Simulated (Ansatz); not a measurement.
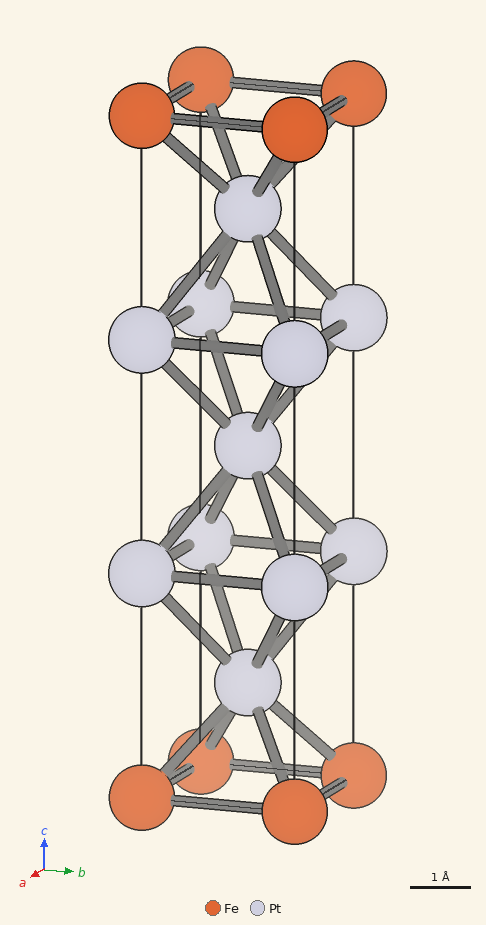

View slightly off an axis, drawn as a ball-and-stick model. Lines trace the edges of the conventional unit cell. Cell: a = 2.77 Å, b = 2.77 Å, c = 11.85 Å, α = 90.00°, β = 90.00°, γ = 90.00°.

Starting structure: a structure type filled with these elements by a generator (whether the compound takes this form wasn't checked). Earlier steps of the study, as a rule a relaxation of our own, may have changed the cell and positions, so they can lie some per cent off the listed ones. It was run through Ansatz as a DFT input.

> Caption:

Chemical formula FePt₅. Space group: P4/mmm (No. 123). Lattice: primitive tetragonal. Cell content: 1 Fe, 5 Pt, that is 1 formula unit. The Fe atoms are each bonded to eight Pt and four Fe in a cuboctahedral arrangement (about 2.7 Å to Pt, 2.8 Å to Fe). Pt takes three kinds of site: 2g with twelve Pt in a cuboctahedral arrangement at about 2.8 to 2.9 Å; 1d with twelve Pt in a cuboctahedral arrangement at about 2.8 Å; 2h with eight Pt and four Fe in a distorted cuboctahedral arrangement (about 2.8 to 2.9 Å to Pt, 2.7 Å to Fe). The bonds build a three-dimensional framework.

The numbers come from Ansatz, DFT PBE, scalar-relativistic, plane waves, PAW, using a kinetic-energy cutoff of 420 eV, a 14×14×4 k-point grid, Gaussian smearing of 0.1 eV, collinear spins.

> Which atoms carry magnetic moments in this run, and how do they order?

The state reached is ferromagnetic. Sizes: Fe 3.0 μB and Pt 0.3 μB; net moment 3.6 μB in the run's cell of 6 atoms.

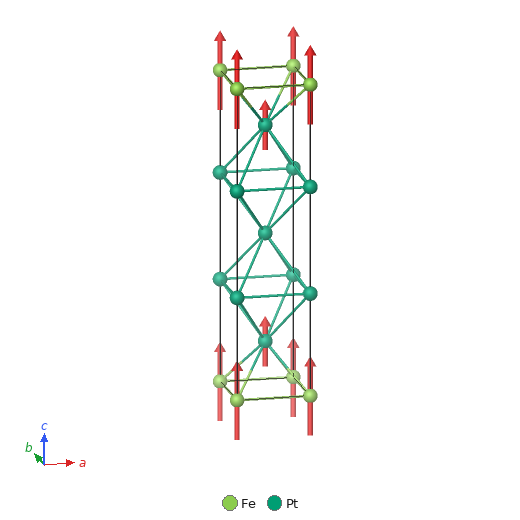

Site moments above 0.25 μB as arrows, small induced ones on non-metal atoms left out (red along the largest or up, blue against, purple across). The run's cell of 6 atoms is drawn.

> What is the band gap, if any?

A metal: bands cross the Fermi level.

> What net charge does each kind of atom have (Bader)?

Fe +0.73 e; Pt -0.34 to +0.01 e.

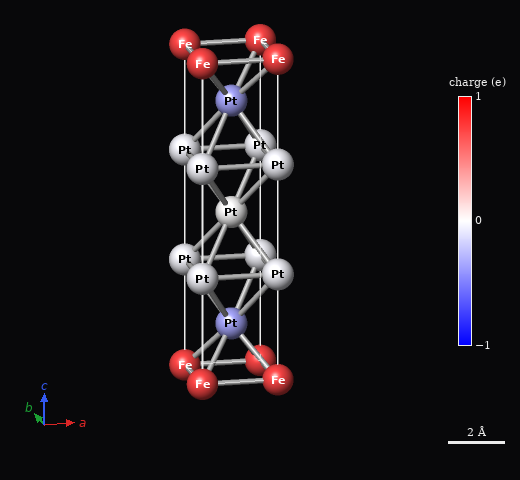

The atoms coloured by those charges. The run's cell of 6 atoms is drawn.

> Has the structure come to rest?

Yes. All forces vanish to within 0.01 eV/Å. The pressure is 0.0 GPa, close to zero.
